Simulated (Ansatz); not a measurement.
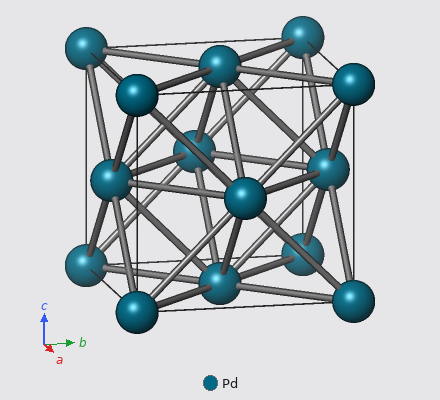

Pd (Fm-3m, No. 225): coordinates from a relaxation with DFT PBE, scalar-relativistic, plane waves, PAW (Ansatz 0.2.0); the starting structure was generated, so it need not be a known form of this composition.

```xyz
4
Lattice="3.9428 0.0000 0.0000 0.0000 3.9428 0.0000 0.0000 0.0000 3.9428" Properties=species:S:1:pos:R:3 pbc="T T T"
Pd    0.0000    0.0000    0.0000
Pd    0.0000    1.9714    1.9714
Pd    1.9714    0.0000    1.9714
Pd    1.9714    1.9714    0.0000
```

What will a projected-potential map along [211] show? Computed as the sum of neutral-atom potentials (tabulated electron scattering factors, B = 0.5 Å²) projected along the beam and smoothed by 0.25 Å; brighter is more positive. The display is stretched by a gamma of 0.7; percentages refer to the linear signal.

The columns repeat on a rectangular net of 1.39 × 2.28 Å (plane group p2mm). All columns are alike (Pd). The shortest distance between visible columns is 1.39 Å in projection. Along the beam the structure repeats every 4.83 Å.

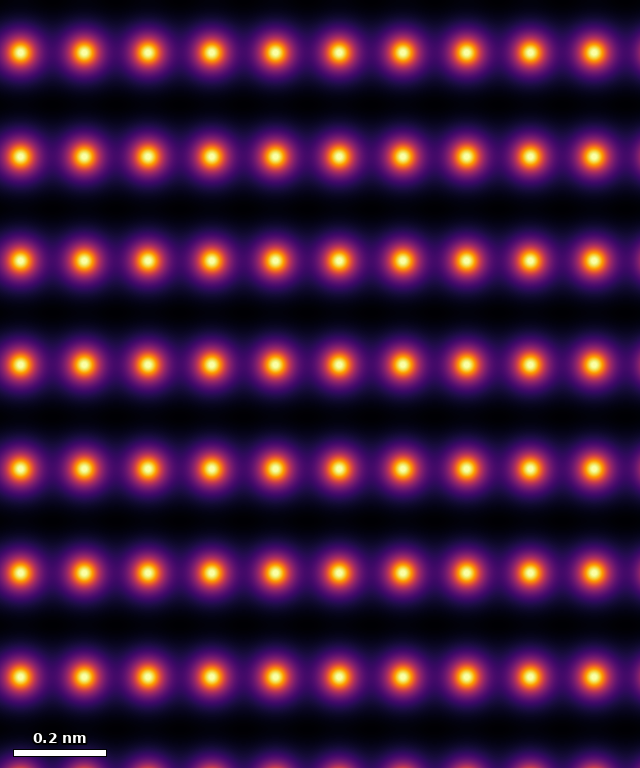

The simulated image.

What mean inner potential do neutral atoms give for this crystal?

About 24 V (the sum of the forward scattering factors over the cell volume; bonding usually lowers the true value).
